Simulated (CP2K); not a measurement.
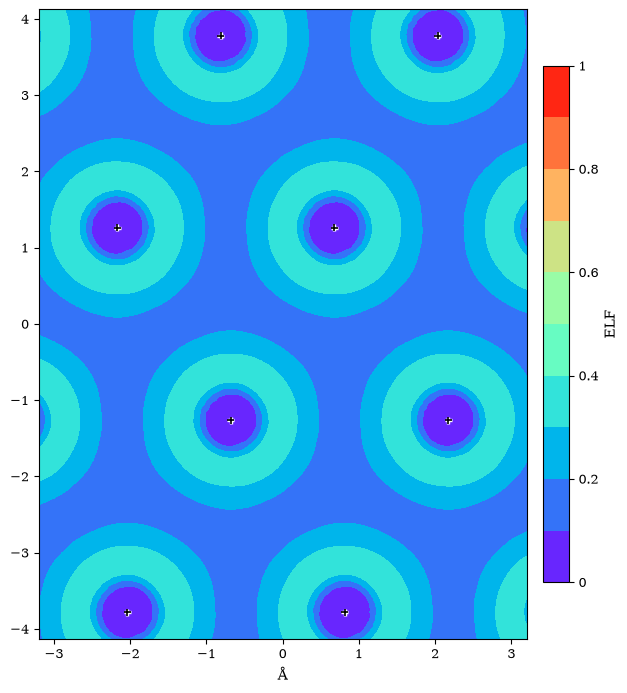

The electron localisation function on a plane through atoms (crosses mark nuclei in the plane).

Level of theory: Kohn-Sham DFT of a periodic cell, PBE, GTH-PBE with UZH-TZVP basis in CP2K.

Candidates:
A. InAs, a = 6.04 Å, b = 6.04 Å, c = 6.04 Å, α = 90.00°, β = 90.00°, γ = 90.00°. Space group F-43m; computed pressure about 5 GPa in this cell.
B. Sr, a = 4.87 Å, b = 4.87 Å, c = 4.87 Å, α = 90.00°, β = 90.00°, γ = 90.00°. Space group Im-3m.
C. Ag, a = 2.84 Å, b = 2.85 Å, c = 2.86 Å, α = 61.69°, β = 62.51°, γ = 61.39°. Space group P-1; changed on purpose from its base cell (cell strained at random at fixed volume); computed pressure about 5 GPa in this cell.

Which system is this?

Answer. Candidate C: Ag on the (100) plane of the conventional cell, which holds Ag. Ag–Ag (2.86 Å): the ELF is about 0.15 at the midpoint (no localised pair shows between them). Ag–Ag (2.93 Å): the ELF is about 0.15 at the midpoint; no localised pair shows between them.
